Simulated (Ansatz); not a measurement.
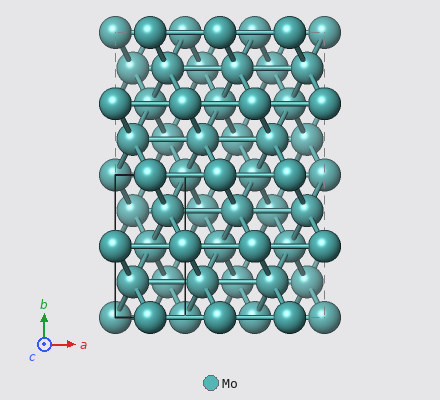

Mo (Fddd, No. 70): the geometry relaxed with Ansatz 0.2.0, DFT, PBEsol, plane waves (420 eV) with PAW, scalar-relativistic; the starting structure was generated, so it need not be a known form of this composition.

```xyz
8
Lattice="2.6249 0.0000 0.0000 0.0000 5.3666 0.0000 0.0000 0.0000 8.8529" Properties=species:S:1:pos:R:3 pbc="T T T"
Mo    0.6562    1.3416    6.6397
Mo    1.3125    0.0000    0.0000
Mo    0.6562    4.0249    2.2132
Mo    1.3125    2.6833    4.4264
Mo    1.9687    1.3416    2.2132
Mo    0.0000    0.0000    4.4264
Mo    1.9687    4.0249    6.6397
Mo    0.0000    2.6833    0.0000
```

What will a projected-potential map along [001] show? Computed as the sum of neutral-atom potentials (tabulated electron scattering factors, B = 0.5 Å²) projected along the beam and smoothed by 0.25 Å; brighter is more positive. The display is stretched by a gamma of 0.7; percentages refer to the linear signal.

The columns repeat on a centred rectangular net of 1.31 × 2.68 Å (plane group c2mm). All columns are alike (Mo). The shortest distance between visible columns is 1.31 Å in projection. Along the beam the structure repeats every 8.85 Å.

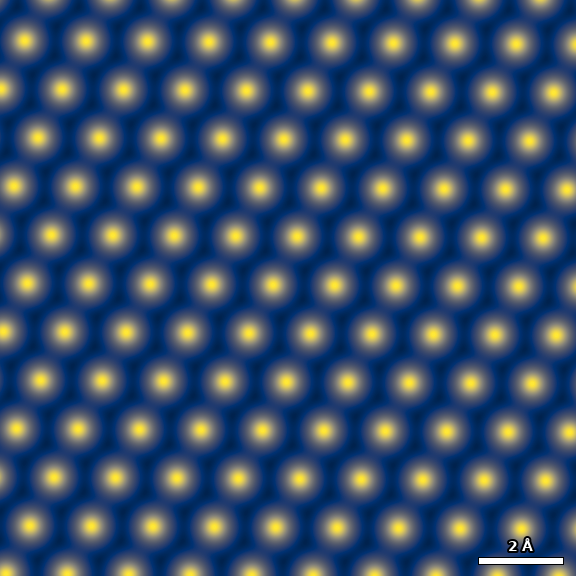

The simulated image.
